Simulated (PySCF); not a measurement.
C6H7N: spin–spin coupling calculation

C6H7N (aniline), computed with B3LYP/6-31G* H:pcJ-1 indirect spin-spin coupling, non-relativistic, gas phase (PySCF 2.14.0).

The geometry comes from this level: GFN2-xTB.

Figures and captions count atoms from 1; the log counts them from 0 in places.

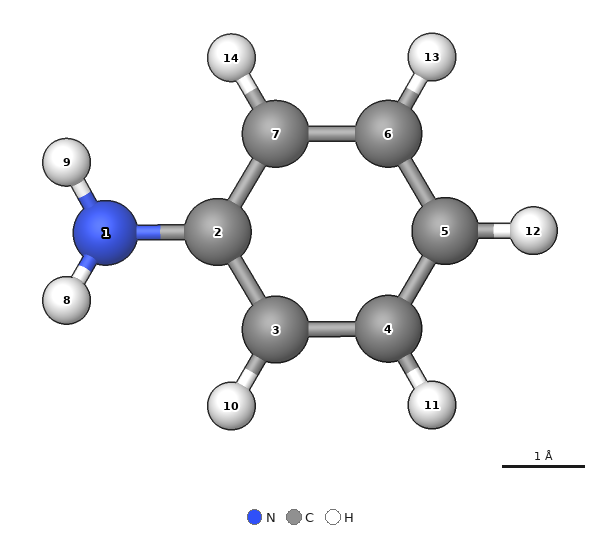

The input geometry (ball-and-stick view, seen at a tilt; atoms are numbered from 1 in the order of the input). Bond lengths as drawn: C–C 1.38 to 1.40 Å, C–H 1.08 Å, C–N 1.38 Å and H–N 1.01 Å.

### Input
```
{"job": {"xc": "B3LYP", "basis": {"default": "6-31G*", "H": "pcJ-1"}, "nuclei": ["H", "F", "P", "Si", "B"], "kind": "j"}, "charge": 0, "multiplicity": 1}
N     -2.257724    -0.335256    -0.246391
C     -0.900453    -0.133448    -0.086109
C     -0.025382    -1.217520    -0.014581
C      1.337289    -1.011727     0.071230
C      1.854393     0.273062     0.090111
C      0.991374     1.354165     0.021124
C     -0.372609     1.157666    -0.064989
H     -2.609313    -1.236982     0.032205
H     -2.854342     0.438861    -0.003291
H     -0.425857    -2.221764    -0.028330
H      2.001401    -1.862282     0.127240
H      2.920120     0.430265     0.159791
H      1.383978     2.360692     0.037971
H     -1.043554     2.003796    -0.118145
```

The first line tells a small driver script what to run in PySCF; the rest is the geometry in Å.

Launch command:
```bash
OMP_NUM_THREADS=1 python <driver script> task.json out
```

### The program's output
```
coarse grid: 11920 points
cycle   1  E = -287.6004767065  dE =  1.210e+00  |g| = 4.928e-01  |ddm| = 3.668e+00
cycle   2  E = -287.5899720211  dE =  1.050e-02  |g| = 5.417e-01  |ddm| = 1.069e+00
cycle   3  E = -287.6664676235  dE = -7.650e-02  |g| = 6.597e-02  |ddm| = 5.750e-01
cycle   4  E = -287.6671490799  dE = -6.815e-04  |g| = 4.265e-02  |ddm| = 1.061e-01
cycle   5  E = -287.6676713178  dE = -5.222e-04  |g| = 5.163e-03  |ddm| = 4.972e-02
cycle   6  E = -287.6676782751  dE = -6.957e-06  |g| = 1.800e-03  |ddm| = 6.704e-03
final grid: 115848 points
cycle   7  E = -287.6105399591  dE = -3.177e-05  |g| = 7.015e-03  |ddm| = 3.170e-02
cycle   8  E = -287.6105359838  dE =  3.975e-06  |g| = 8.328e-03  |ddm| = 1.278e-02
cycle   9  E = -287.6105518302  dE = -1.585e-05  |g| = 9.200e-04  |ddm| = 6.890e-03
cycle  10  E = -287.6105520367  dE = -2.065e-07  |g| = 2.814e-04  |ddm| = 1.162e-03
cycle  11  E = -287.6105520556  dE = -1.894e-08  |g| = 1.066e-04  |ddm| = 3.539e-04
cycle  12  E = -287.6105520585  dE = -2.896e-09  |g| = 2.476e-05  |ddm| = 1.216e-04
cycle  13  E = -287.6105520587  dE = -1.512e-10  |g| = 6.719e-06  |ddm| = 2.743e-05
```

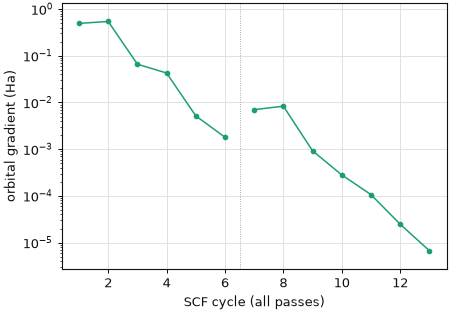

Convergence of the self-consistent field: orbital gradient against the SCF cycle. The dotted line marks the change from a coarse to the final integration grid. The first 6 cycles use a coarse grid, the final grid takes over at cycle 7, and the field converges after 13 cycles in all.

```
converged SCF energy = -287.6105520587

Indirect spin-spin couplings (Hz)
  i      j    bonds     total        FC       PSO       DSO        SD
  7 H    8 H    2      0.067     0.486     4.965    -5.384         -
  7 H    9 H    4      0.333    -0.274    -1.149     1.757         -
  7 H   10 H    5     -0.216     0.080     0.630    -0.926         -
  7 H   11 H    6     -0.496    -0.047     0.861    -1.310         -
  7 H   13 H    4     -0.643     0.086     1.439    -2.168         -
  8 H    9 H    4     -0.640     0.089     1.439    -2.167         -
  8 H   11 H    6     -0.496    -0.047     0.861    -1.310         -
  8 H   12 H    5     -0.216     0.080     0.630    -0.927         -
  8 H   13 H    4      0.331    -0.277    -1.149     1.756         -
  9 H   10 H    3      8.939     9.148     0.140    -0.349         -
  9 H   11 H    4      0.237     0.901     1.202    -1.866         -
  9 H   12 H    5     -0.183     0.486     1.215    -1.884         -
  9 H   13 H    4      1.793     2.489     1.299    -1.994         -
 10 H   11 H    3      8.363     8.593     0.233    -0.463         -
 10 H   12 H    4      0.566     1.236     1.239    -1.909         -
 10 H   13 H    5     -0.182     0.487     1.215    -1.884         -
 11 H   12 H    3      8.365     8.595     0.233    -0.463         -
 11 H   13 H    4      0.238     0.902     1.202    -1.866         -
 12 H   13 H    3      8.940     9.148     0.140    -0.349         -
```

### Results in brief

- outcome: converged
- total energy: −287.610552 hartree
- HOMO: −5.32 eV
- LUMO: 0.31 eV
- dipole moment: 1.75 D
- hardware: 1 CPU thread, shared host
- wall time: 18 s
- peak memory: 0.85 GiB
